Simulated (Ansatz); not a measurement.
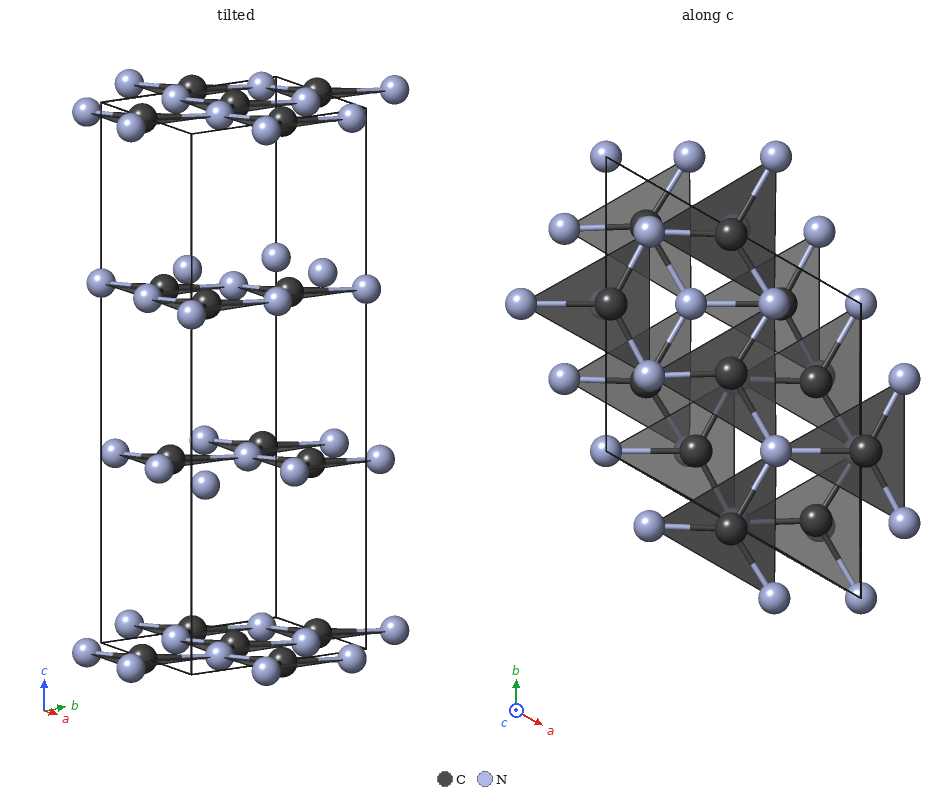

Drawn in the polyhedral manner and seen slightly off an axis and along the c axis. Lines trace the edges of the conventional unit cell. Some neighbours outside the box are added.

C3N4, space group R3m (No. 160), a = 4.78 Å, b = 4.78 Å, c = 9.65 Å, α = 90.00°, β = 90.00°, γ = 120.00°.

Calculation details: Ansatz, DFT r2SCAN, scalar-relativistic, plane waves, PAW; plane-wave cutoff 500 eV, k-points about 0.28 Å⁻¹ apart, Gaussian smearing of 0.02 eV, no spin polarisation.

> How large a gap does the method give, if there is one?

A semiconductor at this level, with a gap of 1.67 eV, direct.

The structure was taken from a structure listed in the Materials Project. Earlier steps of the study may have refined or changed the cell and positions. Ansatz was used for an electronic-structure calculation on it.
